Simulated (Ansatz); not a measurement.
## Run report: ZnO, geometry relaxation (part 2 of 2)

Continued. System: ZnO (8 atoms in the cell). Method: DFT, PBEsol, plane waves, PAW, no spin polarisation (Ansatz 0.2.0); cutoff 420 eV, 6×6×2 k-mesh, Fermi–Dirac smearing of 0.05 eV. The structure was built on a prototype by a generator.

Geometry of the input (Å; fractional positions):
```
3.1842  -0.0255  0.0033
-1.6142  2.7781  0.0057
0.0107  0.0276  10.4739
Zn 0.0167  0.0143  0.0027
Zn 0.3412  0.6667  0.2461
Zn 0.0058  0.0065  0.5104
Zn 0.6391  0.3192  0.7510
O  -0.0377  -0.0351  0.1847
O  0.3491  0.6827  0.4459
O  -0.0287  0.0172  0.6838
O  0.6777  0.3177  0.9395
```

Log, continued
```
relax step   6: F+E_penalty+E_count = -15368.48173678 eV  Δ(F+E_penalty+E_count) = +3.894e-4 eV  max|allowed force component| = 4.480e-4 eV/Å  Δτ_max = 0.0020 Å  P = +0.004 GPa  Ω = 94.146 Å³  energy of the carried Pulay correction = -4.949e-4 eV  (5 SCF iters, dr2 threshold 1.89e-7 eV, accepted)
iter 1 solved again at ethr=9.73e-8 eV; its pass at ethr=3.10e-3 eV (dr2=7.01e-5 eV) is discarded
SCF iter   1: F=—  HF=-15368.482073 eV  |F-HF|=—  |Δ(HF+E_count)|=         —  Δρ=1.30e-4  dr2=4.07e-7  ethr=9.73e-8  ⟨swp⟩=3.1  Hψ=11429  notcnv=0
preconditioner: auto → Resta (q_TF=auto, 2.609 Å⁻¹)  ε∞=7.5  [insulator: Δε(μ)=0.647 eV  Ē_g=12.698 eV  σ=0.050 eV  W_gap=1.00  n_scr=38 (ndim 8)  ℏωp=32.5 eV  f_vac=0.021  D(μ)=0.00/eV (n_scr^D=0)  ε∞_Penn≈7.5]
SCF iter   2: F=—  HF=-15368.482138 eV  |F-HF|=—  |Δ(HF+E_count)|=   6.52e-5  Δρ=6.60e-5  dr2=1.21e-7  ethr=5.66e-10  ⟨swp⟩=2.0  Hψ=3201  notcnv=0
SCF iter   3: F=—  HF=-15368.482160 eV  |F-HF|=—  |Δ(HF+E_count)|=   2.17e-5  Δρ=1.94e-5  dr2=1.64e-8  ethr=1.68e-10  ⟨swp⟩=2.1  Hψ=2886  notcnv=0
SCF iter   4: F=—  HF=-15368.482162 eV  |F-HF|=—  |Δ(HF+E_count)|=   1.99e-6  Δρ=1.58e-6  dr2=1.26e-9  ethr=2.28e-11  ⟨swp⟩=2.0  Hψ=3040  notcnv=0
SCF iter   5: F=—  HF=-15368.482162 eV  |F-HF|=—  |Δ(HF+E_count)|=   1.50e-9  Δρ=8.51e-7  dr2=4.48e-10  ethr=1.74e-12  ⟨swp⟩=2.0  Hψ=2922  notcnv=0
SCF iter   6: F=-15368.482162 eV  HF=-15368.482162 eV  |F-HF|=4.00e-11  |Δ(HF+E_count)|=   2.06e-9  Δρ=2.80e-7  dr2=5.48e-11  ethr=1.00e-12  ⟨swp⟩=2.2  Hψ=6738  notcnv=0
SCF 7 converged in 6 iterations: F = -15368.482162 eV  dr2 = 5.48e-11
relax step   7: F+E_penalty+E_count = -15368.48216150 eV  Δ(F+E_penalty+E_count) = -4.247e-4 eV  max|allowed force component| = 4.729e-4 eV/Å  Δτ_max = 0.0000 Å  P = +0.008 GPa  Ω = 94.146 Å³  stress off target by 1.91e-2 GPa  SCF on the basis re-selected at this cell (its energy is not comparable with the rows above)  (6 SCF iters)
```

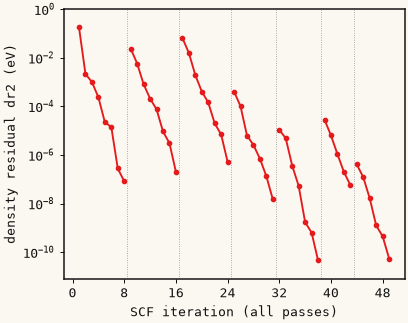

*Convergence of the self-consistent field: density residual dr2 against the SCF iteration. The dotted lines part the SCF passes of the relaxation: geometry steps, rejected trials and re-solves on a re-selected basis.*

The 7 passes take 5 to 8 iterations each, 49 in all.

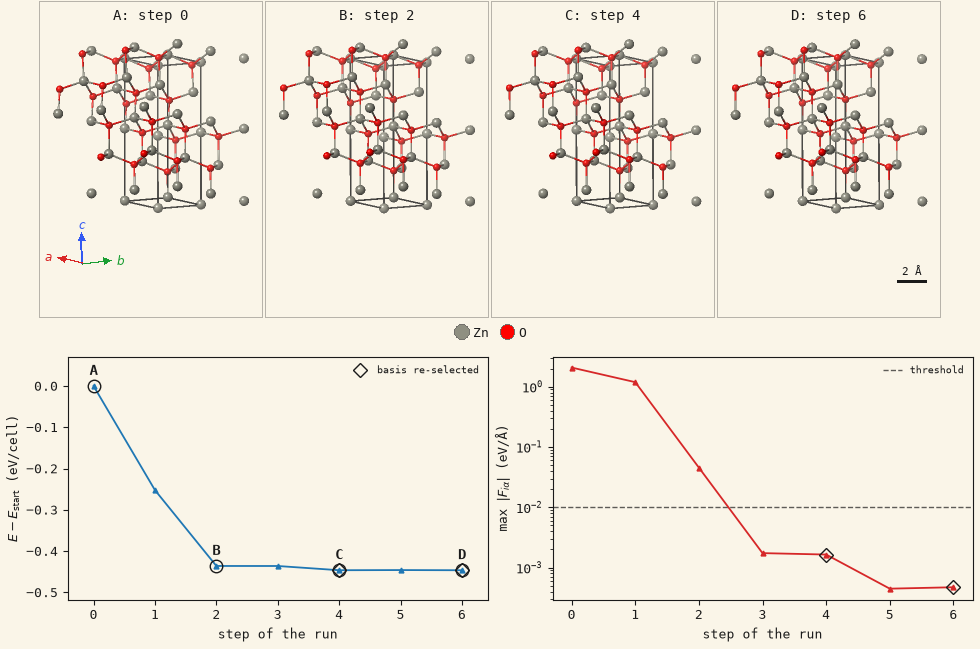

*Frames of the relaxation (ball-and-stick view of the cell of the calculation, repeated 3 × 2 × 1, seen at an oblique angle) above the curves, on which the letters mark them (the first geometry is step 0 here and step 1 in the log).*

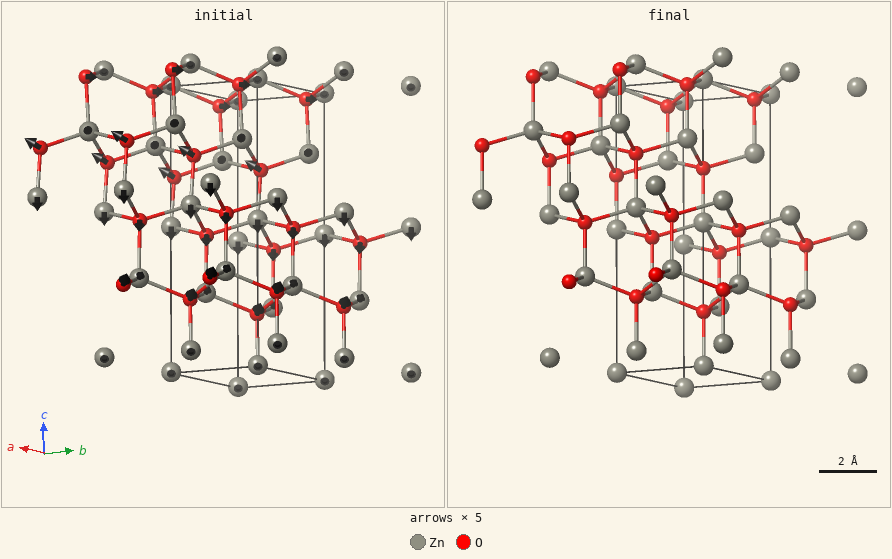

*Before (left) and after (right) the relaxation, at one scale (ball-and-stick view of the cell of the calculation, repeated 3 × 2 × 1, seen at an oblique angle). The black arrows give the displacements (without the part carried along by the change of the cell), magnified 5 times.*

The energy falls by 0.446 eV per cell of the calculation in 4 geometry steps. The largest force component goes from 2.1 to 0.00047 eV/Å. The pressure goes from 5.08 to 0.01 GPa. 1 further SCF at an unchanged geometry re-selected the plane-wave basis for the new cell. O7 moves most relative to the cell: 0.14 Å. Largest moves by element: O 0.14 Å, Zn 0.10 Å. Cell: a 3.184 → 3.222 Å (+1.2 %), b 3.213 → 3.223 Å (+0.3 %), c 10.474 → 10.469 Å (0.0 %), α 89.8° → 90.0°, β 89.9° → 90.0°, γ 120.6° → 120.0°. Volume +2.1 %. Among the contacts that change: Zn2–O5 1.818 → 1.969 Å, Zn2–O6 2.093 → 1.970 Å, Zn1–O8 2.041 → 1.969 Å, Zn1–O5 1.912 → 1.974 Å. Among the angles that change: Zn3–O7–Zn4 115.8° → 109.1°, O7–Zn4–O7 104.0° → 109.8°, Zn4–O7–Zn4 104.0° → 109.8°. The space group (tolerance 0.01 Å) goes from P1 (No. 1) to P6_3mc (No. 186). The energy change given includes the shifts at the re-selections in mid-walk, which come without any move. A last SCF at the same geometry on a re-selected plane-wave basis shifts the energy by −0.4 meV per cell of the calculation. (Atoms are counted from 1 in the order of the input.)

```
basis re-selected at this cell: Δ(F+E_penalty+E_count) = -4.247e-4 eV, ΔP = +0.004 GPa vs the last step (what re-selecting the basis moved, of the pressure what is left beyond the Pulay correction that the steps carried, after the strain that the cell walked since its last selection, with what the two solves' SCF thresholds leave and, on support functions, any second-order correction that the steps lacked; it is no measure of the basis error at this ecutwfc). This SCF's stress stands 1.91e-2 GPa from its target on what of the cell is left free (relax.cell.stress_tol is 5.00e-2 GPa) and its largest allowed force component is 4.73e-4 eV/Å (relax.f_tol is 1.00e-2 eV/Å): within both
SCF converged after 6 iterations
Free energy (F): -15368.482162 eV
Harris-Foulkes:  -15368.482162 eV  (|F-HF|=4.00e-11)
Internal energy: -15368.482103 eV  (E = F + TS)
E sigma→0 (E₀):  -15368.482132 eV
Entropy (-TS):   -0.000058 eV (-0.007 meV/atom)
Fermi energy:    7.588190 eV
--- Per-component energies (eV) ---
  E_band       = 127.948937
  E_kinetic    = 1221.529163
  E_local      = -7960.359164  (includes V_loc(G=0)·N_el)
  E_nonlocal   = 2675.948355
  E_hartree    = 3261.819995
  E_xc         = -830.155097
  E_vxc        = -579.231525  (∫ρ·V_xc dr)
  E_paw        = -7788.830100  (= ΣΔE_a)
  E_vpaw       = -1753.586476  (= ΣTr[D̂ρ^β])
  E_aug_tail   = 0.008434  (compensation charges beyond the density's cutoff)
  E_ewald      = -5951.774260
  E_core_change = 3.330571  (= ΣΔE_core)
  E_smearing   = -0.000058  (= −TS)
  E_closure    = -0.000000  (closes the sum)
  Σ components = -15368.482162   (vs F -15368.482162, Δ=0.00e0)
--- Forces (eV/Å), atoms counted from 1 ---
  atom   1  Zn     0.00021423     0.00024083    -0.00047249
  atom   2  Zn     0.00000371     0.00003315    -0.00036655
  atom   3  Zn     0.00020472     0.00002642    -0.00033131
  atom   4  Zn    -0.00027071    -0.00008078    -0.00031070
  atom   5  O      0.00013396    -0.00005238     0.00043586
  atom   6  O      0.00004706     0.00005571     0.00032158
  atom   7  O      0.00007706    -0.00001533     0.00039063
  atom   8  O     -0.00041002    -0.00020790     0.00033660
  max |Σ_I F_I| component: 3.63e-6 eV/Å
--- Stress (GPa, compression-positive) ---
        0.011135       0.008937      -0.001300
        0.008937       0.007622      -0.003014
       -0.001300      -0.003014       0.005068
  P = ⅓ Tr σ = 0.0079 GPa (0.079 kbar)
--- Relaxed structure (5 steps of the walk, 5 accepted, 2 SCFs on fresh bases) ---
  F+E_penalty+E_count = -15368.48216150 eV   max|allowed force component| = 4.729e-4 eV/Å   (the final SCF, on the basis selected at the relaxed cell)
  cell:  # Å, volume = 94.1458 Å³
    - [3.2222736034508777, -0.0004468665638211435, 6.781500693394359e-5]
    - [-1.611523370484725, 2.790980766167729, 9.47827853746792e-5]
    - [0.00022332807178138993, 0.0004900844510730973, 10.469268963005058]
  atoms:
    - { symbol: Zn, position: [-0.00450106762421923, -0.0013365278708724086, 0.0012610793816410588] }
    - { symbol: Zn, position: [0.32860065432626306, 0.6653008270430338, 0.2514090415287158] }
    - { symbol: Zn, position: [-0.00470667832826113, -0.0013674279528525755, 0.5012598939349148] }
    - { symbol: Zn, position: [0.6622566790750999, 0.332047168272164, 0.7514084964025286] }
    - { symbol: O, position: [-0.0046229036469123555, -0.0013219175042973852, 0.1898323727087169] }
    - { symbol: O, position: [0.32856295305400113, 0.6652992814970748, 0.43959625341266917] }
    - { symbol: O, position: [-0.00449419319763369, -0.001291308601160315, 0.689831856018624] }
    - { symbol: O, position: [0.6622918133416624, 0.3320515603169102, 0.9395962619121894] }
```

Trajectory as extended XYZ (Å, eV, eV/Å), 7 frames, from step=1 to step=7
```
8
Lattice="3.1842 -0.0255 0.0033 -1.6142 2.7781 0.0057 0.0107 0.0276 10.4739" Properties=species:S:1:pos:R:3:forces:R:3 step=1 energy=-15368.03583 pressure_GPa=5.08
Zn    0.0299    0.0395    0.0288    0.1919  -0.5426  -0.4220
Zn    0.0131    1.8502    2.5829   -1.3006  -0.8320   1.4584
Zn    0.0135    0.0320    5.3455    0.3690   0.1363  -1.9961
Zn    1.5279    0.8913    7.8704   -0.3728   0.5279   0.1956
O    -0.0613   -0.0914    1.9343    1.3638   0.9028   0.1951
O     0.0144    1.9001    4.6756   -0.4018  -0.2560  -1.1025
O    -0.1118    0.0674    7.1617    0.4674  -0.5221   2.0764
O     1.6551    0.8913    9.8445   -0.3169   0.5857  -0.4049
8
Lattice="3.2101 -0.0106 -0.0025 -1.6144 2.7731 0.0048 -0.0084 0.0130 10.4696" Properties=species:S:1:pos:R:3:forces:R:3 step=2 energy=-15368.28814 pressure_GPa=2.53
Zn    0.0232    0.0494    0.0301    0.1302  -0.4396  -0.2415
Zn    0.0171    1.8596    2.6098   -0.8693  -0.6038   0.8360
Zn   -0.0134    0.0004    5.3033    0.1904   0.1108  -1.1186
Zn    1.5486    0.8879    7.8653   -0.2720   0.4104   0.0865
O    -0.0512   -0.0694    1.9608    0.9160   0.6618   0.0734
O    -0.0073    1.8705    4.6346   -0.2301  -0.1611  -0.5998
O    -0.0921    0.0423    7.1747    0.3686  -0.4126   1.1888
O     1.6344    0.9043    9.8355   -0.2338   0.4341  -0.2248
8
Lattice="3.2199 0.0008 0.0002 -1.6093 2.7864 -0.0002 0.0006 -0.0006 10.4731" Properties=species:S:1:pos:R:3:forces:R:3 step=3 energy=-15368.47182 pressure_GPa=0.10
Zn   -0.0083   -0.0043    0.0167   -0.0055   0.0020  -0.0455
Zn   -0.0090    1.8517    2.6320   -0.0061   0.0037   0.0349
Zn   -0.0170   -0.0022    5.2532    0.0083  -0.0019  -0.0408
Zn    1.5952    0.9264    7.8688    0.0061  -0.0036   0.0314
O    -0.0107   -0.0065    1.9860    0.0033   0.0008   0.0267
O    -0.0150    1.8560    4.6036   -0.0027  -0.0007  -0.0184
O    -0.0137   -0.0028    7.2228   -0.0034   0.0022   0.0229
O     1.6014    0.9241    9.8399   -0.0001  -0.0026  -0.0114
8
Lattice="3.2197 -0.0027 0.0004 -1.6122 2.7909 0.0006 0.0014 0.0030 10.4703" Properties=species:S:1:pos:R:3:forces:R:3 step=4 energy=-15368.47190 pressure_GPa=-0.00
Zn   -0.0117   -0.0039    0.0135    0.0008   0.0003   0.0008
Zn   -0.0149    1.8563    2.6333   -0.0005   0.0001  -0.0015
Zn   -0.0130   -0.0023    5.2487   -0.0001  -0.0007   0.0009
Zn    1.5986    0.9273    7.8684    0.0001   0.0002  -0.0017
O    -0.0119   -0.0029    1.9871   -0.0005  -0.0002   0.0014
O    -0.0159    1.8571    4.6029    0.0001   0.0004  -0.0005
O    -0.0120   -0.0014    7.2222    0.0011  -0.0001   0.0011
O     1.6004    0.9282    9.8380   -0.0009   0.0000  -0.0006
8
Lattice="3.2197 -0.0027 0.0004 -1.6122 2.7909 0.0006 0.0014 0.0030 10.4703" Properties=species:S:1:pos:R:3:forces:R:3 step=5 energy=-15368.48213 pressure_GPa=0.17
Zn   -0.0117   -0.0039    0.0135   -0.0001   0.0000   0.0016
Zn   -0.0149    1.8563    2.6333   -0.0014  -0.0004  -0.0007
Zn   -0.0130   -0.0023    5.2487    0.0006  -0.0007   0.0016
Zn    1.5986    0.9273    7.8684    0.0007   0.0001  -0.0010
O    -0.0119   -0.0029    1.9871    0.0005   0.0002   0.0006
O    -0.0159    1.8571    4.6029   -0.0005   0.0005  -0.0012
O    -0.0120   -0.0014    7.2222    0.0003  -0.0001   0.0004
O     1.6004    0.9282    9.8380   -0.0001   0.0004  -0.0014
8
Lattice="3.2223 -0.0004 0.0001 -1.6115 2.7910 0.0001 0.0002 0.0005 10.4693" Properties=species:S:1:pos:R:3:forces:R:3 step=6 energy=-15368.48174 pressure_GPa=0.00
Zn   -0.0123   -0.0037    0.0132    0.0003   0.0002  -0.0004
Zn   -0.0132    1.8568    2.6322    0.0000   0.0000  -0.0003
Zn   -0.0129   -0.0036    5.2478    0.0001   0.0000  -0.0003
Zn    1.5990    0.9268    7.8668   -0.0002  -0.0001  -0.0003
O    -0.0127   -0.0036    1.9874    0.0001  -0.0001   0.0004
O    -0.0133    1.8569    4.6023    0.0001   0.0001   0.0003
O    -0.0122   -0.0033    7.2220    0.0001   0.0000   0.0004
O     1.5992    0.9269    9.8370   -0.0004  -0.0002   0.0003
8
Lattice="3.2223 -0.0004 0.0001 -1.6115 2.7910 0.0001 0.0002 0.0005 10.4693" Properties=species:S:1:pos:R:3:forces:R:3 step=7 energy=-15368.48216 pressure_GPa=0.01
Zn   -0.0123   -0.0037    0.0132    0.0002   0.0002  -0.0005
Zn   -0.0132    1.8568    2.6322    0.0000   0.0000  -0.0004
Zn   -0.0129   -0.0036    5.2478    0.0002   0.0000  -0.0003
Zn    1.5990    0.9268    7.8668   -0.0003  -0.0001  -0.0003
O    -0.0127   -0.0036    1.9874    0.0001  -0.0001   0.0004
O    -0.0133    1.8569    4.6023    0.0000   0.0001   0.0003
O    -0.0122   -0.0033    7.2220    0.0001   0.0000   0.0004
O     1.5992    0.9269    9.8370   -0.0004  -0.0002   0.0003
```

Summary

- outcome: converged
- space group (tolerance 0.01 Å): P1 (1) → P6₃mc (186)
- electrons treated: 72
- free energy: −15368.4822 eV
- Fermi energy: 7.588 eV
- pressure: 0.01 GPa
- final volume: 94.15 Å³
- largest force (length of the vector) at the end: 0.001 eV/Å
- final cell: a = 3.222 Å, b = 3.223 Å, c = 10.469 Å, α = 90.00°, β = 90.00°, γ = 120.01°
- wall time: 12 s (CPU time 45 s)
- peak memory: 0.51 GiB
